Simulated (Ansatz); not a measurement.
# W: geometry relaxation (part 1 of 3)

The run: geometry relaxation of W (slab, 17 atoms in the cell). Method and program: DFT PBE+D3(BJ), scalar-relativistic, plane waves, PAW, spin-polarised (Ansatz 0.2.0).

The structure derives from an entry of the Crystallography Open Database. The input holds or restrains some coordinates. Forces given for the steps count only the free coordinates. Figures and captions count atoms from 1; the log counts them from 0 in places.

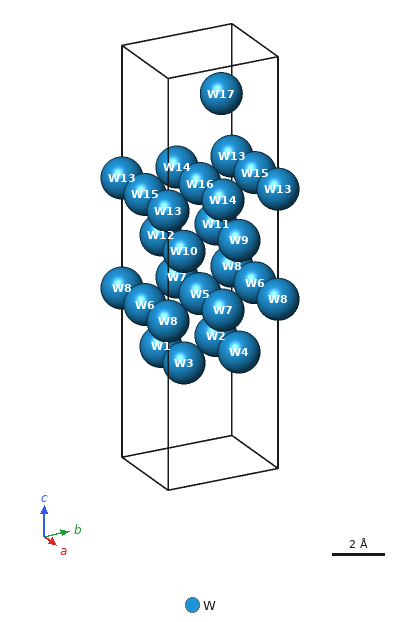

*The input geometry (spheres-only view of the cell of the calculation, with the vacuum cut short, seen slightly off an axis; atoms are numbered from 1 in the order of the input). An atom can appear more than once, as a periodic image.*

### The input
```yaml
crystal:
  lattice:
    - [5.4723966476, 0.0, 0.0]
    - [-1.8241322159, 5.1594250385, 0.0]
    - [0.0, 0.0, 25.7022897284]
  atoms:
    - { symbol: W, position: [0.25, 0.25, 0.3307098351] }
    - { symbol: W, position: [0.25, 0.75, 0.3307098351] }
    - { symbol: W, position: [0.75, 0.25, 0.3307098351] }
    - { symbol: W, position: [0.75, 0.75, 0.3307098351] }
    - { symbol: W, position: [0.5, 0.5, 0.4176319187] }
    - { symbol: W, position: [0.5, 0.0, 0.4176319187] }
    - { symbol: W, position: [0.0, 0.5, 0.4176319187] }
    - { symbol: W, position: [0.0, 0.0, 0.4176319187] }
    - { symbol: W, position: [0.75, 0.75, 0.505017285] }
    - { symbol: W, position: [0.75, 0.25, 0.505017285] }
    - { symbol: W, position: [0.25, 0.75, 0.505017285] }
    - { symbol: W, position: [0.25, 0.25, 0.505017285] }
    - { symbol: W, position: [0.0, 0.0, 0.5896310433] }
    - { symbol: W, position: [0.0, 0.5, 0.5896310433] }
    - { symbol: W, position: [0.5, 0.0, 0.5896310433] }
    - { symbol: W, position: [0.5, 0.5, 0.5896310433] }
    - { symbol: W, position: [0.1666666667, 0.8333333333, 0.7016833169], spin: 4.0 }
basis:
  ecutwfc: 420
kpoints:
  mp_grid: { grid: [6, 6, 1] }
hamiltonian:
  xc: pbe
  dispersion: d3bj
scf:
  occupations: { method: gaussian, width: 0.1 }
output:
  forces: true
  eigenvalues: true
  populations: true
  write_density: true
  write_potential: true
  elf: true
  volumetric_format: npy
magnetization:
  spin_polarized: true
relax:
  adjacent_minimum: "off"
  f_tol: 0.03
  max_steps: 70
  constraints: [{ sites: [0, 1, 2, 3, 4, 5, 6, 7] }]
efield:
  axis: 3
  dipole_correction: true
```

Launched with:
```bash
ansatz run input.yaml --threads 4 --pin off --max-ram 10240MiB --backend cpu --events-out ev --progress --plain --runs-dir out
```

### What the program printed
```
Engine: ansatz 0.2.0, x86_64-unknown-linux-gnu
Pseudopotentials: kind: paw
Pseudopotential: W, paw, valence charge 14, recommended cutoff 420 eV (normal), W.paw.azcp
Functional definition: PBE
  parameter kappa = 0.804
  parameter beta = 0.06672455060314922
  exchange = pbe_x(kappa = kappa, mu = beta*pi^2/3)
  correlation = pbe_c(beta = beta)
Crystal: 17 atoms, lattice volume = 725.689 Å³
Basis set: ecut = 420 eV, 14177 PW (Γ), exchange–correlation on 80×80×360 points (8 copies of the dense FFT grid, shifted against one another)
Bands: 146, of which v1, the nominal top of the filled ones, is band 119 counted from 1 (118 counted from 0)
Symmetry: 2 space group operations
k-points: 13 of 36 (time reversal used)
Non-local potential: W, projectors of the file, l = 0: 3, l = 1: 2, l = 2: 2, l = 3: 1
PAW form: soft (Blöchl's): semilocal exchange-correlation on the pseudo side does not see the compensation charge
PAW one-centre angular grid: W, 590 points (default); XC on 64 Gauss nodes
Initial density: superposition of atomic densities (neutral atoms: chi_scale 0, normalization atom)
Starting moments: Σ|m| = 4 μB on 1 of 17 sites
Initial wavefunctions: pseudopotential atomic-orbital guess
Functional: x = pbe(κ = 0.804, μ = 0.2195149727645171), c = pbe(β = 0.06672455060314922)
SCF iter   1: F=—  HF=-176541.113565 eV  |F-HF|=—  |Δ(HF+E_count)|=         —  Δρ=2.28e-2 (↑2.28e-2 ↓1.98e-2)  dr2=9.51e1  dr2_m=1.96e-1  M=3.290 μB ∫|m|=3.854 μB  β_m=1.00  ethr=3.10e-3  p=0.000 e·Å  D=1.40e-6 V/Å  ΔV_dip=-0.00 eV  dr2_dipole=6.43e0  V_vac-E_F(+/−)=6.87/6.87 eV  ⟨swp⟩=9.1  Hψ=18385  notcnv=0
Mixer restart at iter 1: flushing history
efield: sawtooth ramp at fractional position 0.9662 (placed from the atoms, in the widest stretch of the axis that holds none; the zero of the levels goes with the place), width 0.1000; the density the first Hamiltonian is built on has a dipole p = 0.000 e·Å; the dipole correction subtracts the counter field D = 1.40e-6 V/Å, which shifts the + side's vacuum level by -0.00 eV against the − side's; the planar-averaged density in the ramp window peaks in size at 3.6e-6 e/Å³
preconditioner: auto → LDOS  [metal: Δε(μ)=0.007 eV  Ē_g=5.018 eV  σ=0.100 eV  W_gap=0.04  n_scr=126 (ndim 8)  ℏωp=13.9 eV  f_vac=0.523  D(μ)=16.99/eV (n_scr^D=104)]
spin=Collinear: LDOS preconditioning applied to the charge; magnetization (m = ρ↑ − ρ↓) channel mixes plain (no charge-response kernel on spin).
SCF iter   2: F=—  HF=-176536.165178 eV  |F-HF|=—  |Δ(HF+E_count)|=    4.95e0  Δρ=1.41e-2 (↑1.36e-2 ↓1.41e-2)  dr2=4.87e1  dr2_m=6.90e-3  M=3.375 μB ∫|m|=4.147 μB  β_m=0.51  ethr=3.10e-3  p=0.049 e·Å  D=1.23e-2 V/Å  ΔV_dip=-0.32 eV  dr2_dipole=6.85e0  V_vac-E_F(+/−)=5.96/6.27 eV  ⟨swp⟩=2.2  Hψ=5853  notcnv=0  defer=403
density mixer auto → msr1: a metal under ldos (density of states about μ 1.60 of a free-electron gas's, 126 screened modes)
SCF iter   3: F=—  HF=-176532.845983 eV  |F-HF|=—  |Δ(HF+E_count)|=    3.32e0  Δρ=7.74e-3 (↑6.56e-3 ↓7.74e-3)  dr2=2.58e0  dr2_m=2.35e-1  M=3.405 μB ∫|m|=4.473 μB  β_m=0.60  ethr=3.10e-3  p=0.235 e·Å  D=5.85e-2 V/Å  ΔV_dip=-1.50 eV  dr2_dipole=1.08e0  V_vac-E_F(+/−)=3.75/5.26 eV  ⟨swp⟩=6.0  Hψ=9605  notcnv=0  defer=411
SCF iter   4: F=—  HF=-176533.115983 eV  |F-HF|=—  |Δ(HF+E_count)|=   2.70e-1  Δρ=3.77e-3 (↑3.77e-3 ↓2.80e-3)  dr2=1.26e-1  dr2_m=5.79e-2  M=3.594 μB ∫|m|=4.636 μB  β_m=0.61  ethr=1.08e-3  p=0.253 e·Å  D=6.31e-2 V/Å  ΔV_dip=-1.62 eV  dr2_dipole=5.61e-4  V_vac-E_F(+/−)=3.49/5.11 eV  ⟨swp⟩=3.2  Hψ=5067  notcnv=0  defer=437
SCF iter   5: F=—  HF=-176533.256379 eV  |F-HF|=—  |Δ(HF+E_count)|=         —  Δρ=3.40e-3 (↑3.40e-3 ↓1.76e-3)  dr2=1.16e-1  dr2_m=4.08e-2  M=3.870 μB ∫|m|=4.944 μB  β_m=0.61  ethr=5.31e-5  p=0.248 e·Å  D=6.17e-2 V/Å  ΔV_dip=-1.59 eV  dr2_dipole=5.16e-2  V_vac-E_F(+/−)=3.49/5.08 eV  ⟨swp⟩=3.3  Hψ=7236  notcnv=0  defer=434
SCF iter   6: F=—  HF=-176533.288098 eV  |F-HF|=—  |Δ(HF+E_count)|=   3.17e-2  Δρ=1.14e-3 (↑1.14e-3 ↓6.99e-4)  dr2=2.59e-2  dr2_m=4.58e-3  M=3.872 μB ∫|m|=4.993 μB  β_m=0.74  ethr=4.88e-5  p=0.232 e·Å  D=5.77e-2 V/Å  ΔV_dip=-1.48 eV  dr2_dipole=1.35e-2  V_vac-E_F(+/−)=3.56/5.04 eV  ⟨swp⟩=2.7  Hψ=6120  notcnv=0  defer=433
SCF iter   7: F=—  HF=-176533.302520 eV  |F-HF|=—  |Δ(HF+E_count)|=   1.44e-2  Δρ=3.81e-4 (↑3.81e-4 ↓2.25e-4)  dr2=4.10e-3  dr2_m=4.80e-4  M=3.892 μB ∫|m|=5.069 μB  β_m=0.80  ethr=1.09e-5  p=0.222 e·Å  D=5.55e-2 V/Å  ΔV_dip=-1.43 eV  dr2_dipole=2.93e-3  V_vac-E_F(+/−)=3.55/4.98 eV  ⟨swp⟩=3.1  Hψ=6736  notcnv=0  defer=437
SCF iter   8: F=—  HF=-176533.304042 eV  |F-HF|=—  |Δ(HF+E_count)|=   1.52e-3  Δρ=7.33e-5 (↑7.33e-5 ↓6.73e-5)  dr2=4.85e-4  dr2_m=9.09e-6  M=3.891 μB ∫|m|=5.104 μB  β_m=0.77  ethr=1.72e-6  p=0.215 e·Å  D=5.35e-2 V/Å  ΔV_dip=-1.38 eV  dr2_dipole=3.04e-4  V_vac-E_F(+/−)=3.56/4.94 eV  ⟨swp⟩=3.1  Hψ=6212  notcnv=0  defer=439
SCF iter   9: F=—  HF=-176533.304030 eV  |F-HF|=—  |Δ(HF+E_count)|=   1.20e-5  Δρ=3.70e-5 (↑3.70e-5 ↓3.14e-5)  dr2=5.16e-5  dr2_m=3.03e-6  M=3.888 μB ∫|m|=5.110 μB  β_m=0.74  ethr=2.04e-7  p=0.212 e·Å  D=5.29e-2 V/Å  ΔV_dip=-1.36 eV  dr2_dipole=1.24e-5  V_vac-E_F(+/−)=3.57/4.93 eV  ⟨swp⟩=3.5  Hψ=7687  notcnv=0  defer=436
SCF iter  10: F=-176533.304035 eV  HF=-176533.304037 eV  |F-HF|=2.11e-6  |Δ(HF+E_count)|=   6.58e-6  Δρ=1.85e-5 (↑1.85e-5 ↓1.37e-5)  dr2=8.81e-6  dr2_m=1.00e-6  M=3.885 μB ∫|m|=5.111 μB  ethr=9.45e-9  p=0.211 e·Å  D=5.26e-2 V/Å  ΔV_dip=-1.35 eV  dr2_dipole=2.25e-9  V_vac-E_F(+/−)=3.57/4.92 eV  ⟨swp⟩=27.2  Hψ=45007  notcnv=0
SCF 1 converged in 10 iterations: F = -176533.304035 eV  dr2 = 8.81e-6
  greatest PAW one-centre occupation: 1.000 electrons in one spin orbital (limit 2), on the W atom at site 16 (counted from 0), in its partial waves of l = 0
relax step   1: F+E_penalty+E_count = -176533.30403491 eV  Δ(F+E_penalty+E_count) = +0.000e0 eV  max|allowed force component| = 3.041e0 eV/Å  Δτ_max = 0.0000 Å  (10 SCF iters, dr2 threshold 2.25e-5 eV, accepted)
Initial density: handed on by an earlier stage of this run
Starting moments: Σ|m| = 4 μB on 1 of 17 sites; this step starts from the density that it was given
Initial wavefunctions: those handed on with the density
iter 1 solved again at ethr=2.63e-4 eV; its pass at ethr=3.10e-3 eV (dr2=6.26e-1 eV) is discarded
SCF iter   1: F=—  HF=-176533.983804 eV  |F-HF|=—  |Δ(HF+E_count)|=         —  Δρ=8.27e-3 (↑8.27e-3 ↓7.43e-3)  dr2=5.90e-1  dr2_m=3.63e-1  M=3.073 μB ∫|m|=4.534 μB  β_m=1.00  ethr=2.63e-4  p=0.211 e·Å  D=5.26e-2 V/Å  ΔV_dip=-1.35 eV  dr2_dipole=3.98e-2  V_vac-E_F(+/−)=3.57/4.92 eV  ⟨swp⟩=2.1  Hψ=12034  notcnv=0  defer=388
efield: sawtooth ramp at fractional position 0.9662 (handed on by an earlier solve), width 0.1000; the density the first Hamiltonian is built on has a dipole p = 0.211 e·Å; the dipole correction subtracts the counter field D = 5.26e-2 V/Å, which shifts the + side's vacuum level by -1.35 eV against the − side's; the planar-averaged density in the ramp window peaks in size at 3.8e-6 e/Å³
preconditioner: auto → LDOS  [metal: Δε(μ)=0.014 eV  Ē_g=4.564 eV  σ=0.100 eV  W_gap=0.08  n_scr=126 (ndim 8)  ℏωp=13.9 eV  f_vac=0.533  D(μ)=13.34/eV (n_scr^D=76)]
spin=Collinear: LDOS preconditioning applied to the charge; magnetization (m = ρ↑ − ρ↓) channel mixes plain (no charge-response kernel on spin).
SCF iter   2: F=—  HF=-176534.204679 eV  |F-HF|=—  |Δ(HF+E_count)|=   2.21e-1  Δρ=2.71e-3 (↑2.71e-3 ↓1.66e-3)  dr2=2.90e-1  dr2_m=8.38e-3  M=2.834 μB ∫|m|=4.344 μB  β_m=0.34  ethr=2.48e-4  p=0.221 e·Å  D=5.51e-2 V/Å  ΔV_dip=-1.42 eV  dr2_dipole=5.13e-2  V_vac-E_F(+/−)=3.50/4.91 eV  ⟨swp⟩=2.9  Hψ=6545  notcnv=0  defer=407
density mixer auto → msr1: a metal under ldos (density of states about μ 1.49 of a free-electron gas's, 126 screened modes)
SCF iter   3: F=—  HF=-176534.136797 eV  |F-HF|=—  |Δ(HF+E_count)|=   6.79e-2  Δρ=1.67e-3 (↑1.25e-3 ↓1.67e-3)  dr2=6.87e-2  dr2_m=7.63e-3  M=2.882 μB ∫|m|=4.381 μB  β_m=0.51  ethr=1.22e-4  p=0.231 e·Å  D=5.76e-2 V/Å  ΔV_dip=-1.48 eV  dr2_dipole=1.93e-2  V_vac-E_F(+/−)=3.43/4.91 eV  ⟨swp⟩=2.4  Hψ=5519  notcnv=0  defer=417
SCF iter   4: F=—  HF=-176534.136445 eV  |F-HF|=—  |Δ(HF+E_count)|=   3.51e-4  Δρ=5.34e-4 (↑5.12e-4 ↓5.34e-4)  dr2=1.18e-3  dr2_m=1.51e-3  M=3.058 μB ∫|m|=4.519 μB  β_m=0.72  ethr=2.89e-5  p=0.237 e·Å  D=5.92e-2 V/Å  ΔV_dip=-1.52 eV  dr2_dipole=3.96e-5  V_vac-E_F(+/−)=3.40/4.92 eV  ⟨swp⟩=2.1  Hψ=5835  notcnv=0  defer=413
SCF iter   5: F=—  HF=-176534.138852 eV  |F-HF|=—  |Δ(HF+E_count)|=         —  Δρ=3.22e-4 (↑3.22e-4 ↓2.86e-4)  dr2=3.88e-4  dr2_m=5.64e-4  M=3.091 μB ∫|m|=4.554 μB  β_m=0.72  ethr=4.94e-7  p=0.236 e·Å  D=5.90e-2 V/Å  ΔV_dip=-1.52 eV  dr2_dipole=1.55e-4  V_vac-E_F(+/−)=3.40/4.92 eV  ⟨swp⟩=3.2  Hψ=7465  notcnv=0  defer=414
Mixer restart at iter 5: flushing history
SCF iter   6: F=—  HF=-176534.139331 eV  |F-HF|=—  |Δ(HF+E_count)|=   4.79e-4  Δρ=1.70e-4 (↑1.70e-4 ↓1.36e-4)  dr2=1.89e-4  dr2_m=1.43e-4  M=3.102 μB ∫|m|=4.568 μB  β_m=0.86  ethr=1.63e-7  p=0.236 e·Å  D=5.87e-2 V/Å  ΔV_dip=-1.51 eV  dr2_dipole=9.90e-5  V_vac-E_F(+/−)=3.41/4.92 eV  ⟨swp⟩=3.1  Hψ=6750  notcnv=0  defer=411
SCF iter   7: F=—  HF=-176534.139486 eV  |F-HF|=—  |Δ(HF+E_count)|=   1.55e-4  Δρ=7.11e-5 (↑7.11e-5 ↓5.11e-5)  dr2=2.42e-4  dr2_m=9.75e-6  M=3.113 μB ∫|m|=4.583 μB  β_m=0.72  ethr=7.96e-8  p=0.234 e·Å  D=5.85e-2 V/Å  ΔV_dip=-1.50 eV  dr2_dipole=6.04e-5  V_vac-E_F(+/−)=3.42/4.92 eV  ⟨swp⟩=3.3  Hψ=7736  notcnv=0  defer=412
SCF iter   8: F=-176534.139435 eV  HF=-176534.139461 eV  |F-HF|=2.61e-5  |Δ(HF+E_count)|=   2.56e-5  Δρ=1.67e-5 (↑1.46e-5 ↓1.67e-5)  dr2=2.20e-5  dr2_m=5.70e-7  M=3.116 μB ∫|m|=4.588 μB  ethr=4.20e-8  p=0.234 e·Å  D=5.83e-2 V/Å  ΔV_dip=-1.50 eV  dr2_dipole=1.28e-5  V_vac-E_F(+/−)=3.42/4.92 eV  ⟨swp⟩=24.8  Hψ=44065  notcnv=0
SCF 2 converged in 8 iterations: F = -176534.139435 eV  dr2 = 2.20e-5
relax step   2: F+E_penalty+E_count = -176534.13943470 eV  Δ(F+E_penalty+E_count) = -8.354e-1 eV  max|allowed force component| = 3.806e0 eV/Å  Δτ_max = 0.1949 Å  (8 SCF iters, dr2 threshold 1.00e-4 eV, accepted)
[... from here on the SCF iterations and repeated set-up lines of each step are left out, up to the last step ...]
SCF 3 converged in 16 iterations: F = -176535.151758 eV  dr2 = 1.89e-6
relax step   3: F+E_penalty+E_count = -176535.15175840 eV  Δ(F+E_penalty+E_count) = -1.012e0 eV  max|allowed force component| = 6.127e0 eV/Å  Δτ_max = 0.1949 Å  (16 SCF iters, dr2 threshold 1.00e-4 eV, accepted)
SCF 4 converged in 10 iterations: F = -176536.487843 eV  dr2 = 3.18e-7
relax step   4: F+E_penalty+E_count = -176536.48784266 eV  Δ(F+E_penalty+E_count) = -1.336e0 eV  max|allowed force component| = 4.920e0 eV/Å  Δτ_max = 0.1949 Å  (10 SCF iters, dr2 threshold 1.00e-4 eV, accepted)
SCF 5 converged in 10 iterations: F = -176537.239700 eV  dr2 = 5.58e-7
relax step   5: F+E_penalty+E_count = -176537.23970023 eV  Δ(F+E_penalty+E_count) = -7.519e-1 eV  max|allowed force component| = 1.655e0 eV/Å  Δτ_max = 0.1949 Å  (10 SCF iters, dr2 threshold 1.00e-4 eV, accepted)
SCF 6 converged in 9 iterations: F = -176537.446033 eV  dr2 = 3.36e-7
relax step   6: F+E_penalty+E_count = -176537.44603327 eV  Δ(F+E_penalty+E_count) = -2.063e-1 eV  max|allowed force component| = 7.074e-1 eV/Å  Δτ_max = 0.2000 Å  (9 SCF iters, dr2 threshold 1.00e-4 eV, accepted)
SCF 7 converged in 9 iterations: F = -176537.622507 eV  dr2 = 1.99e-7
relax step   7: F+E_penalty+E_count = -176537.62250672 eV  Δ(F+E_penalty+E_count) = -1.765e-1 eV  max|allowed force component| = 6.149e-1 eV/Å  Δτ_max = 0.1947 Å  (9 SCF iters, dr2 threshold 5.66e-5 eV, accepted)
SCF 8 converged in 9 iterations: F = -176537.719326 eV  dr2 = 1.57e-7
relax step   8: F+E_penalty+E_count = -176537.71932628 eV  Δ(F+E_penalty+E_count) = -9.682e-2 eV  max|allowed force component| = 3.422e-1 eV/Å  Δτ_max = 0.2000 Å  (9 SCF iters, dr2 threshold 6.91e-5 eV, accepted)
SCF 9 converged in 10 iterations: F = -176537.762663 eV  dr2 = 6.64e-8
relax step   9: F+E_penalty+E_count = -176537.76266304 eV  Δ(F+E_penalty+E_count) = -4.334e-2 eV  max|allowed force component| = 1.604e-1 eV/Å  Δτ_max = 0.2000 Å  (10 SCF iters, dr2 threshold 3.63e-5 eV, accepted)
SCF 10 converged in 9 iterations: F = -176537.767576 eV  dr2 = 2.07e-8
relax step  10: F+E_penalty+E_count = -176537.76757571 eV  Δ(F+E_penalty+E_count) = -4.913e-3 eV  max|allowed force component| = 7.705e-2 eV/Å  Δτ_max = 0.0696 Å  (9 SCF iters, dr2 threshold 5.65e-6 eV, accepted)
SCF 11 converged in 7 iterations: F = -176537.767787 eV  dr2 = 6.92e-9
relax step  11: F+E_penalty+E_count = -176537.76778749 eV  Δ(F+E_penalty+E_count) = -2.118e-4 eV  max|allowed force component| = 2.072e-2 eV/Å  Δτ_max = 0.0051 Å  (7 SCF iters, dr2 threshold 1.30e-6 eV, accepted)
iter 1 solved again at ethr=2.88e-12 eV; its pass at ethr=3.10e-3 eV (dr2=6.85e-9 eV) is discarded
SCF iter   1: F=—  HF=-176537.767787 eV  |F-HF|=—  |Δ(HF+E_count)|=         —  Δρ=6.45e-7 (↑6.45e-7 ↓6.12e-7)  dr2=6.91e-9  dr2_m=2.07e-9  M=-0.000 μB ∫|m|=0.000 μB  β_m=0.47  ethr=2.88e-12  p=0.251 e·Å  D=6.25e-2 V/Å  ΔV_dip=-1.61 eV  dr2_dipole=5.62e-10  V_vac-E_F(+/−)=3.28/4.88 eV  ⟨swp⟩=2.6  Hψ=11792  notcnv=0
efield: sawtooth ramp at fractional position 0.9662 (handed on by an earlier solve), width 0.1000; the density the first Hamiltonian is built on has a dipole p = 0.251 e·Å; the dipole correction subtracts the counter field D = 6.25e-2 V/Å, which shifts the + side's vacuum level by -1.61 eV against the − side's; the planar-averaged density in the ramp window peaks in size at 2.8e-6 e/Å³
preconditioner: auto → LDOS  [metal: Δε(μ)=0.032 eV  Ē_g=4.680 eV  σ=0.100 eV  W_gap=0.17  n_scr=88 (ndim 8)  ℏωp=13.9 eV  f_vac=0.552  D(μ)=10.36/eV (n_scr^D=62)]
spin=Collinear: LDOS preconditioning applied to the charge; magnetization (m = ρ↑ − ρ↓) channel mixes plain (no charge-response kernel on spin).
iter 2 did not close the SCF: its close was put off for a magnetic moment that had not settled (scf_convergence_deferred on its scf_iter line)
SCF iter   2: F=-176537.767787 eV  HF=-176537.767787 eV  |F-HF|=2.21e-9  |Δ(HF+E_count)|=   4.10e-9  Δρ=4.03e-7 (↑4.03e-7 ↓3.88e-7)  dr2=1.12e-9  dr2_m=9.44e-10  M=-0.000 μB ∫|m|=0.000 μB  β_m=0.47  ethr=2.88e-12  p=0.251 e·Å  D=6.25e-2 V/Å  ΔV_dip=-1.61 eV  dr2_dipole=2.74e-10  V_vac-E_F(+/−)=3.28/4.88 eV  ⟨swp⟩=8.3  Hψ=23580  notcnv=0
density mixer auto → msr1: a metal under ldos (density of states about μ 1.34 of a free-electron gas's, 126 screened modes)
iter 3 did not close the SCF: its close was put off for a magnetic moment that had not settled (scf_convergence_deferred on its scf_iter line)
SCF iter   3: F=-176537.767787 eV  HF=-176537.767787 eV  |F-HF|=6.40e-10  |Δ(HF+E_count)|=   3.81e-9  Δρ=2.09e-7 (↑2.09e-7 ↓1.97e-7)  dr2=1.38e-10  dr2_m=2.63e-10  M=-0.000 μB ∫|m|=0.000 μB  β_m=0.64  ethr=1.00e-12  p=0.251 e·Å  D=6.25e-2 V/Å  ΔV_dip=-1.61 eV  dr2_dipole=5.28e-11  V_vac-E_F(+/−)=3.28/4.88 eV  ⟨swp⟩=7.5  Hψ=22260  notcnv=0
SCF iter   4: F=-176537.767787 eV  HF=-176537.767787 eV  |F-HF|=2.04e-10  |Δ(HF+E_count)|=   1.14e-9  Δρ=6.56e-8 (↑5.13e-8 ↓6.56e-8)  dr2=3.55e-10  dr2_m=7.82e-12  M=0.000 μB ∫|m|=0.000 μB  ethr=1.00e-12  p=0.251 e·Å  D=6.25e-2 V/Å  ΔV_dip=-1.61 eV  dr2_dipole=1.00e-10  V_vac-E_F(+/−)=3.28/4.88 eV  ⟨swp⟩=7.4  Hψ=22196  notcnv=0
the starting moments were not kept: the SCF closed with an absolute magnetisation of 1.6e-5 μB, where they sum to 4 μB in size (1 site). That is at most 0.1 of that sum. Measured as dr2_m measures the in/out step, that magnetisation stands 8.8e-12 eV from none, at or under the dr2_threshold of 1.0e-7 eV: it is no larger than a step whose dr2_m would equal this threshold.
SCF 12 converged in 4 iterations: F = -176537.767787 eV  dr2 = 3.55e-10
relax step  12: F+E_penalty+E_count = -176537.76778750 eV  Δ(F+E_penalty+E_count) = -8.411e-9 eV  max|allowed force component| = 2.073e-2 eV/Å  Δτ_max = 0.0000 Å  (4 SCF iters, accepted)
```

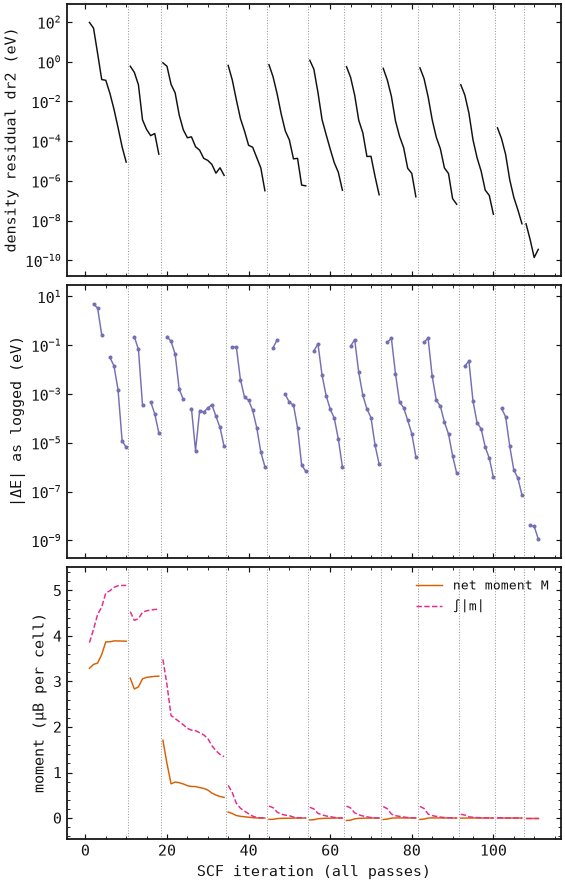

*Convergence of the self-consistent field: density residual dr2, size of the energy change and magnetic moment against the SCF iteration. The dotted lines part the SCF passes of the relaxation: geometry steps, rejected trials and re-solves on a re-selected basis.*

The 12 passes take 4 to 16 iterations each, 111 in all. The net moment goes from 3.3 to 0.0 μB per cell, with excursions between −0.1 and 3.9 on the way, and ∫|m| falls to zero.
